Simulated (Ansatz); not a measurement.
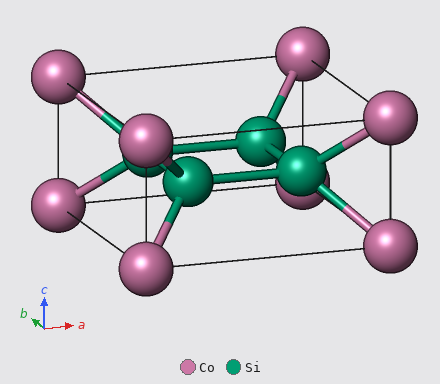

View slightly off an axis, drawn as a ball-and-stick model. One conventional unit cell is framed, with atoms on its boundary repeated. Cell: a = 5.16 Å, b = 5.16 Å, c = 2.64 Å, α = 90.00°, β = 90.00°, γ = 90.00°.

Starting structure: a random cell made by a generator, so it need not be a real form of the compound. Earlier steps of the study may have refined or changed the cell and positions. Ansatz was used for an electronic-structure calculation on it.

### Summary of the structure:

Its composition is CoSi4. The symmetry is that of P4/mmm (No. 123), on a primitive tetragonal lattice. With Z = 1, the cell contains 1 Co, 4 Si. Around each Co lie eight Si in a cubic arrangement at about 2.4 Å. Si bonds to two Co and two Si (about 2.4 Å to Co, 2.4 Å to Si). Not all metal-metal contacts are counted. The bonds build a three-dimensional framework.

Run with Ansatz, DFT PBE, scalar-relativistic, plane waves, PAW and these settings: plane-wave cutoff 420 eV, k-point mesh 8×8×14, Gaussian smearing of 0.1 eV, no spin polarisation (a spin-restricted run, not always the ground state).

### What does the calculation say: metal or gapped?

A metal: bands cross the Fermi level.

### What charge does Bader's analysis assign to each element?

Co -0.56 e; Si +0.14 e.

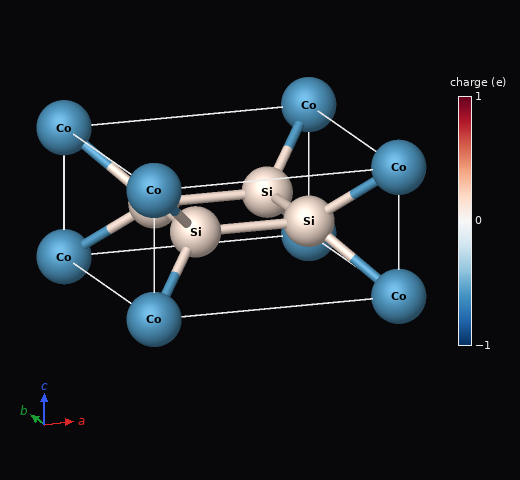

The atoms coloured by those charges. The run's cell of 5 atoms is drawn.

### Does this geometry sit at a stationary point of the energy?

Yes. All forces vanish to within 0.01 eV/Å. The pressure is 0.0 GPa, close to zero.
